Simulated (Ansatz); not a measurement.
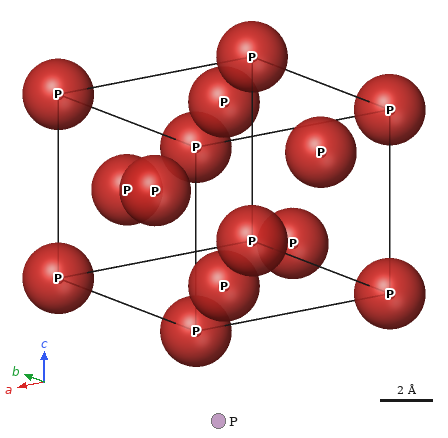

*P. Isosurface of the spin density (up minus down) at +0.08 e/Å³ (red), seen at an oblique angle.*

Space group P4/nmm; a structure from a database of computed crystals, not necessarily the ambient phase; spin-polarised.

Computed with DFT PBEsol, scalar-relativistic, plane waves, PAW in Ansatz.

In a PAW calculation such maps are meaningful between the atoms, not at the nuclei.

### Which atoms carry the moments, and with what signs?

The spin density sits on P: +2.9 μB (×4) in one cell of 4 atoms: parallel main moments (a ferromagnetic arrangement) in this solution. The cell of the calculation (4 atoms) carries 12.0 μB of net spin moment.
